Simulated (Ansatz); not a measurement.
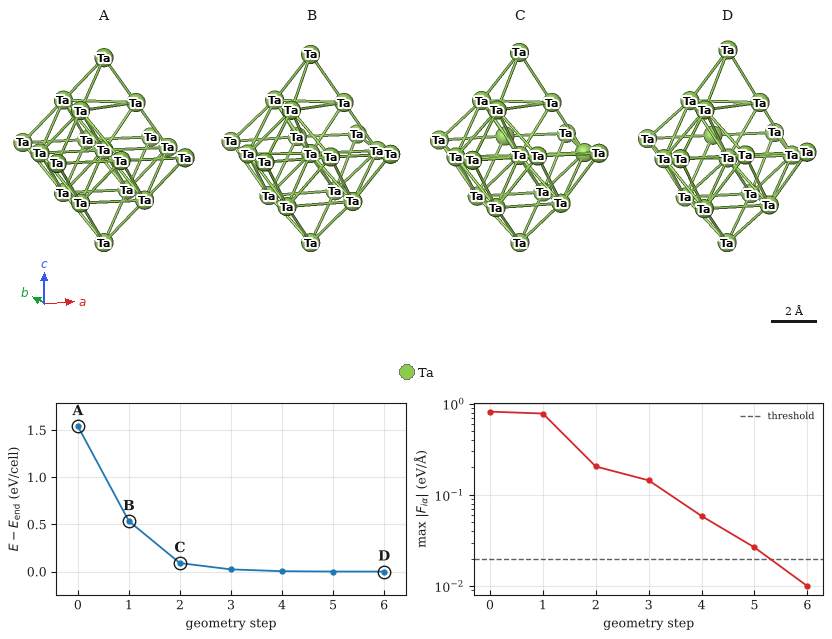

Frames of a relaxation of a defect cell of composition Ta (started half-way along a vacancy jump, in the symmetry of that start), marked on the history of the run. The picture is a ball-and-stick view of the atoms within 5.0 Å of the atom that moves most (axes of the conventional cell (2 times the calculation's cell)), seen slightly off an axis. Lengths and directions refer to the drawn axes.

Theory: DFT PBE, scalar-relativistic, plane waves, PAW in Ansatz 0.2.0. Settings: plane-wave cutoff 420 eV; k-point mesh 4 × 4 × 4; occupations gaussian; smearing width 0.1 eV; no spin polarisation; atoms relaxed in a fixed cell; force threshold 0.02 eV/Å; at most 60 steps.

Q: Describe the path.

A: The largest moves, 0.35 Å, are those of Ta atoms. The cell stays as it was. Some distances before and after: Ta–Ta 2.986 → 2.621 Å, Ta–Ta 2.986 → 3.325 Å, Ta–Ta 2.586 → 2.882 Å, Ta–Ta 2.986 → 3.243 Å. The energy falls by 1.541 eV per cell of the calculation in 6 geometry steps. The largest force component goes from 0.82 to 0.01 eV/Å. The run took 5.3 min on 4 threads of Intel(R) Xeon(R) Processor @ 2.30GHz (shared host), peak memory 2 GiB. From step 0 to 1: Ta atoms move most (0.20 Å), energy −1.007 eV per cell of the calculation. From step 1 to 2: Ta atoms move most (0.14 Å), energy −0.444 eV per cell of the calculation. From step 2 to 6: Ta atoms move most (0.12 Å), energy −89.8 meV per cell of the calculation.

```json
{"step": "0", "E − E(0), meV/atom": "0.00", "largest force component, eV/Å": "0.8190"}
{"step": "1", "E − E(0), meV/atom": "-38.73", "largest force component, eV/Å": "0.7810"}
{"step": "2", "E − E(0), meV/atom": "-55.81", "largest force component, eV/Å": "0.2051"}
{"step": "3", "E − E(0), meV/atom": "-58.38", "largest force component, eV/Å": "0.1445"}
{"step": "4", "E − E(0), meV/atom": "-59.11", "largest force component, eV/Å": "0.0587"}
{"step": "5", "E − E(0), meV/atom": "-59.25", "largest force component, eV/Å": "0.0265"}
{"step": "6", "E − E(0), meV/atom": "-59.27", "largest force component, eV/Å": "0.0100"}
```
